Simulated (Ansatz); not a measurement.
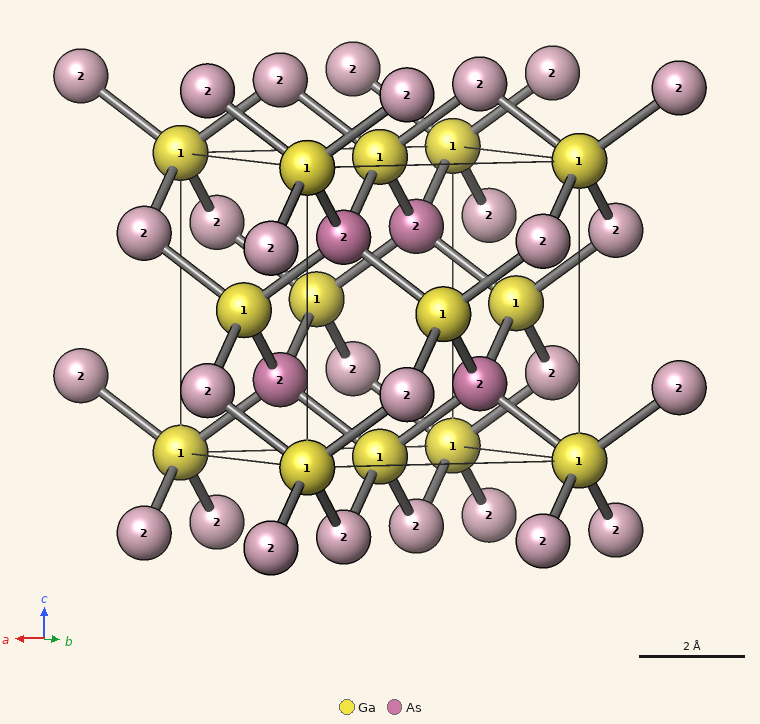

Fig. 1: The structure (ball-and-stick view of the cell 4 times as large as that of the calculation, set on its symmetry axes, seen at an oblique angle; neighbours outside the cell are drawn fainter; atoms are numbered from 1 in the order of the input).

Run report: GaAs, single-point calculation

System: GaAs (2 atoms in the cell).
Method: DFT PBE, scalar-relativistic, plane waves, PAW, no spin polarisation (Ansatz 0.2.0).

The structure derives from a Materials Project entry. It belongs to a series of runs on one base structure; here: structure listed in a database for this formula (F-43m, No. 216). Figures and captions count atoms from 1; the log counts them from 0 in places.

**The program's output**
```
Engine: ansatz 0.2.0, aarch64-unknown-linux-gnu
Pseudopotentials: kind: paw
Pseudopotential: Ga, paw, valence charge 13, recommended cutoff 420 eV (normal), Ga.paw.azcp
Pseudopotential: As, paw, valence charge 15, recommended cutoff 420 eV (normal), As.paw.azcp
Functional definition: PBE
  parameter kappa = 0.804
  parameter beta = 0.06672455060314922
  exchange = pbe_x(kappa = kappa, mu = beta*pi^2/3)
  correlation = pbe_c(beta = beta)
Crystal: 2 atoms, lattice volume = 47.532 Å³
Basis set: ecut = 420 eV, 941 PW (Γ), exchange–correlation on 60×60×60 points (8 copies of the dense FFT grid, shifted against one another)
Bands: 18, of which v1, the nominal top of the filled ones, is band 14 counted from 1 (13 counted from 0)
Symmetry: 24 space group operations
Space group: F-43m (ITA 216), of the structure as read, at distance tolerance 3.6e-5 Å
k-points: 16 of 216 (time reversal used)
Non-local potential: Ga, projectors of the file, l = 0: 2, l = 1: 2, l = 2: 3, l = 3: 1
Non-local potential: As, projectors of the file, l = 0: 2, l = 1: 2, l = 2: 3, l = 3: 1
PAW form: soft (Blöchl's): semilocal exchange-correlation on the pseudo side does not see the compensation charge
PAW one-centre angular grid: Ga, 590 points (default); XC on 64 Gauss nodes
PAW one-centre angular grid: As, 590 points (default); XC on 64 Gauss nodes
Initial density: superposition of atomic densities (neutral atoms: chi_scale 0, normalization atom), corrected by the library's trained network
Initial wavefunctions: pseudopotential atomic-orbital guess
Functional: x = pbe(κ = 0.804, μ = 0.2195149727645171), c = pbe(β = 0.06672455060314922)
SCF iter   1: F=—  HF=-8639.836334 eV  |F-HF|=—  |Δ(HF+E_count)|=         —  Δρ=1.54e-3  dr2=1.84e-3  ethr=1.77e-3  ⟨swp⟩=5.6  Hψ=1345  notcnv=0
preconditioner: auto → none  [insulator: Δε(μ)=0.132 eV  Ē_g=15.249 eV  σ=0.100 eV  W_gap=0.62  n_scr=14 (ndim 8)  ℏωp=22.9 eV  f_vac=0.105  D(μ)=0.11/eV (n_scr^D=0)  ε∞_Penn≈3.2]
SCF iter   2: F=—  HF=-8639.835510 eV  |F-HF|=—  |Δ(HF+E_count)|=   8.24e-4  Δρ=7.18e-4  dr2=2.69e-4  ethr=6.59e-6  ⟨swp⟩=2.0  Hψ=561  notcnv=0
SCF iter   3: F=—  HF=-8639.835441 eV  |F-HF|=—  |Δ(HF+E_count)|=   6.83e-5  Δρ=2.40e-4  dr2=3.47e-5  ethr=9.60e-7  ⟨swp⟩=2.0  Hψ=433  notcnv=0
SCF iter   4: F=—  HF=-8639.835461 eV  |F-HF|=—  |Δ(HF+E_count)|=   1.98e-5  Δρ=1.22e-4  dr2=1.02e-5  ethr=1.24e-7  ⟨swp⟩=2.9  Hψ=446  notcnv=0
SCF iter   5: F=—  HF=-8639.835468 eV  |F-HF|=—  |Δ(HF+E_count)|=   6.64e-6  Δρ=3.82e-5  dr2=7.28e-7  ethr=3.64e-8  ⟨swp⟩=2.0  Hψ=353  notcnv=0
SCF iter   6: F=-8639.835468 eV  HF=-8639.835468 eV  |F-HF|=1.18e-9  |Δ(HF+E_count)|=   5.28e-7  Δρ=4.93e-6  dr2=1.90e-8  ethr=3.57e-10  ⟨swp⟩=3.1  Hψ=1231  notcnv=0
SCF 1 converged in 6 iterations: F = -8639.835468 eV  dr2 = 1.90e-8
  greatest PAW one-centre occupation: 0.999 electrons in one spin orbital (limit 2), on the As atom at site 1 (counted from 0), in its partial waves of l = 2
```

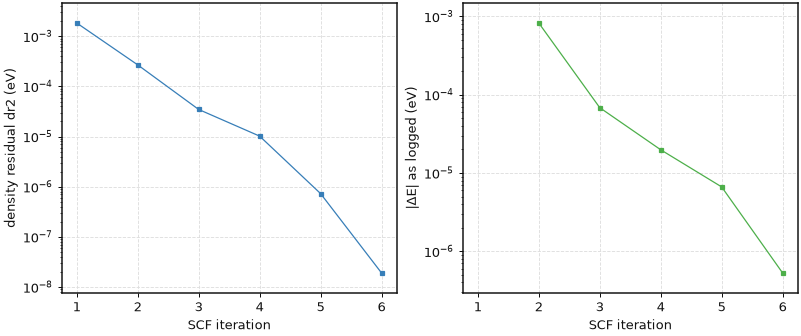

Fig. 2: Convergence of the self-consistent field: density residual dr2 and size of the energy change against the SCF iteration. The residual falls at every step.

```
SCF converged after 6 iterations
Free energy (F): -8639.835468 eV
Harris-Foulkes:  -8639.835468 eV  (|F-HF|=1.18e-9)
Internal energy: -8639.834938 eV  (E = F + TS)
E sigma→0 (E₀):  -8639.835203 eV
Entropy (-TS):   -0.000530 eV (-0.265 meV/atom)
Fermi energy:    7.614365 eV
--- Per-component energies (eV) ---
  E_band       = -327.960275
  E_kinetic    = 218.189596
  E_local      = -3989.321677  (includes V_loc(G=0)·N_el)
  E_nonlocal   = -245.671672
  E_hartree    = 2002.765161
  E_xc         = -147.773402
  E_vxc        = -136.557685  (∫ρ·V_xc dr)
  E_paw        = -3824.576909  (= ΣΔE_a)
  E_vpaw       = -180.131794  (= ΣTr[D̂ρ^β])
  E_aug_tail   = -0.000105  (compensation charges beyond the density's cutoff)
  E_ewald      = -2653.445930
  E_smearing   = -0.000530  (= −TS)
  E_closure    = -0.000000  (closes the sum)
  Σ components = -8639.835468   (vs F -8639.835468, Δ=0.00e0)
--- Forces (eV/Å), atoms counted from 1 ---
  atom   1  Ga     0.00000000    -0.00000000    -0.00000000
  atom   2  As    -0.00000000    -0.00000000     0.00000000
  max |Σ_I F_I| component: 1.85e-16 eV/Å
--- Stress (GPa, compression-positive) ---
       -0.142413      -0.000000      -0.000000
       -0.000000      -0.142413       0.000000
       -0.000000       0.000000      -0.142413
  P = ⅓ Tr σ = -0.1424 GPa (-1.424 kbar)
--- Band table (eV; the first three rows and the last of 16) ---
  k-point 0: bands = ["-27.5543", "-27.5543", "-27.5543", "-27.5464", "-27.5464", "-7.1924", "-7.1924", "-7.1924", "-7.1255", "-7.1255", "-4.8563", "7.5190", "7.5190", "7.5190", "7.6586", "11.2368", "11.2368", "11.2368"]
  k-point 1: bands = ["-27.5543", "-27.5542", "-27.5542", "-27.5463", "-27.5463", "-7.2103", "-7.1874", "-7.1874", "-7.1256", "-7.1256", "-4.5594", "4.8162", "7.1671", "7.1671", "8.9438", "11.7515", "11.7515", "12.0484"]
  k-point 2: bands = ["-27.5542", "-27.5538", "-27.5538", "-27.5462", "-27.5462", "-7.2426", "-7.1791", "-7.1791", "-7.1241", "-7.1241", "-3.7983", "2.3133", "6.6551", "6.6551", "8.5885", "12.1766", "12.1766", "14.5127"]
  k-point 15: bands = ["-27.5545", "-27.5534", "-27.5529", "-27.5465", "-27.5458", "-7.2780", "-7.1621", "-7.1544", "-7.1376", "-7.1197", "-2.5360", "1.0537", "4.3954", "4.5387", "10.7945", "10.8768", "14.4292", "14.7508"]
```

The run was set up as follows.

**The input**
```yaml
crystal:
  lattice:
    - [0.0, 2.8750910496, 2.8750910496]
    - [2.8750910496, 0.0, 2.8750910496]
    - [2.8750910496, 2.8750910496, 0.0]
  atoms:
    - { symbol: Ga, position: [0.0, 0.0, 0.0] }
    - { symbol: As, position: [0.25, 0.25, 0.25] }
basis:
  ecutwfc: 420
kpoints:
  mp_grid: { grid: [6, 6, 6] }
hamiltonian:
  xc: pbe
scf:
  occupations: { method: gaussian, width: 0.1 }
  lower_state_search: "off"
output:
  forces: true
  stress: true
  eigenvalues: true
```

Launch command:
```bash
ansatz run input.yaml --threads 1 --pin off --max-ram 2560MiB --backend cpu --events-out ev --progress --plain --runs-dir out
```

**Results in brief**

| quantity | value |
| --- | --- |
| outcome | converged |
| space group (tolerance 0.01 Å) | F-43m (216) |
| electrons treated | 28 |
| free energy | −8639.8355 eV |
| Fermi energy | 7.614 eV |
| gap on the k-point mesh | 0.14 eV |
| pressure | −0.14 GPa |
| largest force (length of the vector) | under 0.001 eV/Å |
| hardware | 1 thread of Arm Neoverse V2, 128 GiB of memory available, shared host |
| wall time | 1.4 s |
| peak memory | 0.3 GiB |
